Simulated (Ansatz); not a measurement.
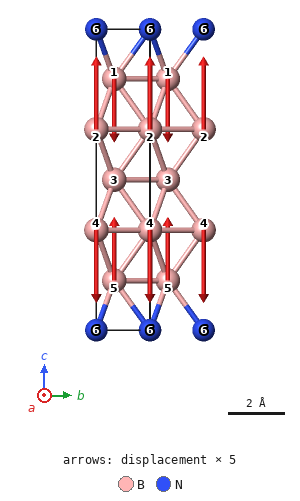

A relaxation of solid B5N (a generated structure, set up in P-6m2) (coarse preliminary run). The starting structure is drawn; red arrows show the displacements (the part carried along by the change of the cell is left out), 5 times their true length.

The picture is a ball-and-stick view of the cell of the calculation, repeated 1 × 2 × 1 with one cell outlined, seen along the a axis.

Level of theory: DFT PBE, scalar-relativistic, plane waves, PAW in Ansatz. Set-up: plane-wave cutoff 420 eV; k-point mesh 12 × 12 × 2; occupations gaussian; smearing width 0.1 eV; no spin polarisation; cell and atoms relaxed; force threshold 0.04 eV/Å; at most 70 steps.

Which element moves most?

Boron: up to 0.52 Å, against 0.00 Å for nitrogen.

Describe the change and its energy.

The largest moves relative to the cell, 0.52 Å, are those of B2 and B4. B4 goes along −c. N stays in place. The volume changes by +6.5 %, with a = b 2.215 → 1.843 Å (−16.8 %), c 10.768 → 16.576 Å (+53.9 %). Some distances before and after: B2–B3 2.212 → 3.470 Å, B1–N6 2.186 → 3.360 Å, B1–B1 2.215 → 1.843 Å, N6–N6 2.215 → 1.843 Å. The space group stays P-6m2 (No. 187). After 26 accepted moves (29 points after the start) the energy has fallen by 548 meV per atom. The largest force component goes from 0.38 to 0.0065 eV/Å. The pressure goes from −31.58 to 0.01 GPa. The SCF was repeated 3 times at an unchanged geometry on a basis and grid sized afresh for the cell, which shifted the energy by 34.7 meV per atom at most.
